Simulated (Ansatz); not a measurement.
Geometry optimisation.

Program: Ansatz.

```
crystal:
  lattice:
    - [1.45, -4.065, 0.0]
    - [1.45, 4.065, 0.0]
    - [0.0, 0.0, 3.17]
  atoms:
    - { symbol: Ga, position: [0.867, 0.133, 0.25] }
    - { symbol: Ga, position: [0.133, 0.867, 0.75] }
basis:
  ecutwfc: 420
kpoints:
  mp_grid: { grid: [16, 16, 14] }
hamiltonian:
  xc: pbe
scf:
  occupations: { method: gaussian, width: 0.1 }
output:
  forces: true
  stress: true
  eigenvalues: true
relax:
  adjacent_minimum: "off"
  f_tol: 0.005
  max_steps: 80
  cell: { stress_tol: 0.05 }
```

> How does the optimisation go?

The optimisation met its thresholds at geometry 7, counting the start as the first. The energy fell by about 15 meV/atom from the first step to the last. The largest force component goes from about 0.2 eV/Å at the start to 9 × 10⁻⁴ eV/Å at the end. The volume grows from 18.68 to 19.14 Å³ per atom (+2.5 %), overshooting to 19.35 at step 3.

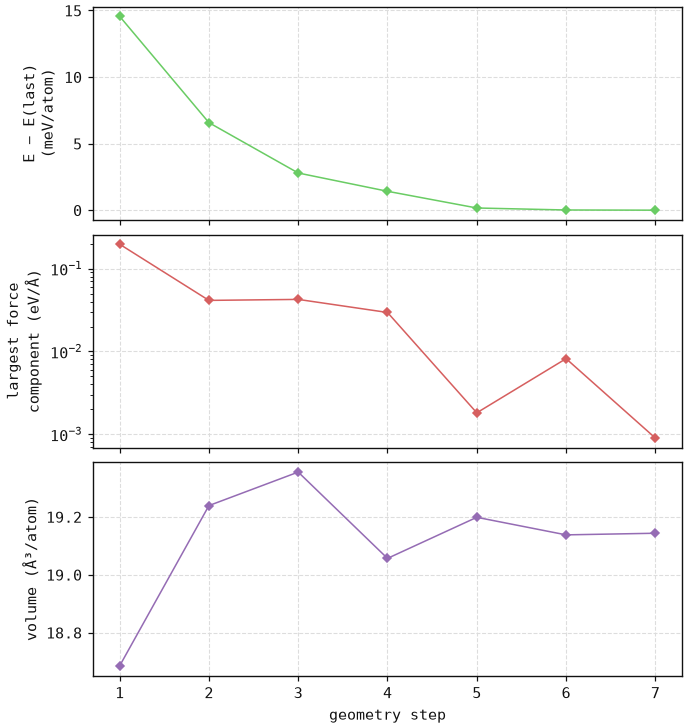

History of the run, step by step. Atoms and cell relax. A closing SCF on a freshly chosen basis isn't drawn.
